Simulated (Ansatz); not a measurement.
**SrVO₃: density, localisation and related maps**

Input

```
crystal:
  lattice:
    - [3.8409, 0.0, 0.0]
    - [0.0, 3.8409, 0.0]
    - [0.0, 0.0, 3.8409]
  atoms:
    - { symbol: Sr, position: [0.5, 0.5, 0.5] }
    - { symbol: V, position: [0.0, 0.0, 0.0], spin: 2.0 }
    - { symbol: O, position: [0.0, 0.0, 0.5] }
    - { symbol: O, position: [0.0, 0.5, 0.0] }
    - { symbol: O, position: [0.5, 0.0, 0.0] }
hamiltonian:
  xc: pbe
  pseudopotentials: { kind: paw }
  dispersion: d3bj
magnetization:
  spin_polarized: true
kpoints:
  mp_grid: { grid: [7, 7, 7] }
scf:
  occupations: { method: fermi_dirac, width: 0.05 }
output:
  forces: true
  stress: true
  write_density: true
  write_potential: true
  elf: true
  volumetric_format: npy
relax:
  f_tol: 0.01
  max_steps: 40
  cell: { stress_tol: 0.05 }
```

Command:

```sh
ansatz run input.yaml --threads 2 --pin off --max-ram 5632MiB --backend cpu --events-out ev --progress --plain --runs-dir out
```

Below, planes, directions and counts refer to the conventional cell (a = 3.83 Å, b = 3.83 Å, c = 3.83 Å, α = 90.00°, β = 90.00°, γ = 90.00°).

The fields are those of the run's last geometry, not of the input's.

Space group Pm-3m; the program warned that a starting moment wasn't kept; spin-polarised, but the moments vanished.

All numbers below come from Ansatz, Kohn-Sham DFT of a periodic cell, PBE with D3(BJ), Ansatz PAW.

The density is the valence pseudo-density of a PAW calculation; it isn't the true density close to the nuclei.

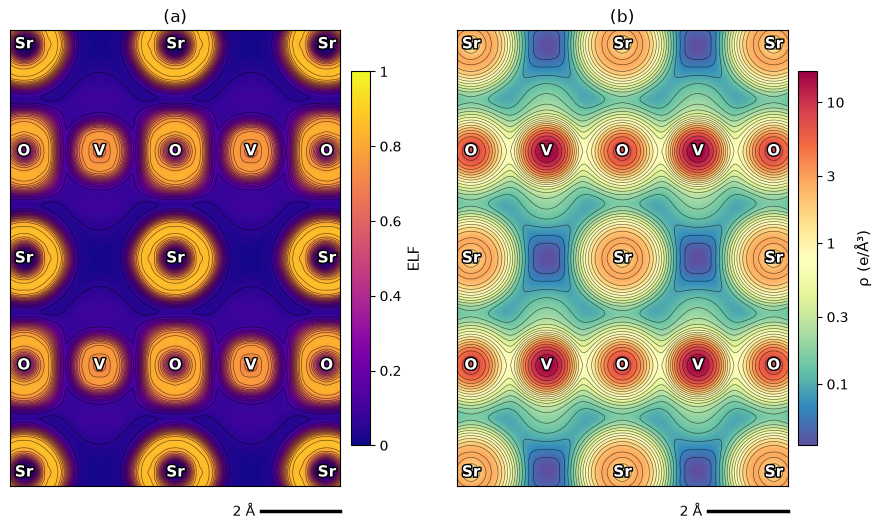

Figure 1. (a) ELF; (b) valence electron density on the (101) plane of the conventional cell.

Q: Read the bonding off the picture.

A: The plane passes through Sr, V and O nuclei.
V–O (1.92 Å): ρ at the midpoint is about 0.75 e/Å³; the ELF peaks at about 0.80 in the valence shell of O, 0.6 Å from its nucleus, and is about 0.20 at the midpoint (no shared electron pair shows on this line).
Sr–O (2.71 Å): ρ is about 0.16 e/Å³ halfway; the ELF is about 0.05 at the midpoint (no localised pair shows between them).
Between the atoms the lowest density in this plane is 0.04 e/Å³.
The features right at Sr and V lie inside the PAW spheres, where the map follows smoothed inner orbitals and isn't to be read closely.

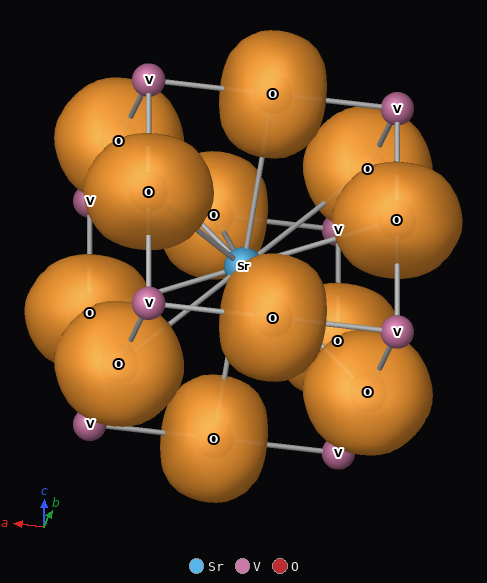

Figure 2. Isosurface of the electron localisation function at 0.6 (orange), seen at an oblique angle. Only the valence region is drawn (cores and ρ < 0.01 e/Å³ removed). Sticks mark near contacts.

Q: Describe the localisation domains.

A: The surface consists of three regions wrapped around O (the valence shell of each), counted in one cell of 5 atoms. Any copies at cell faces, edges or corners count once.

Q: Metal or insulator at this level of theory?

A: It is gapless in this calculation (a metal or semimetal); semilocal functionals without U, or without the true magnetic order, often close the gap of such compounds.
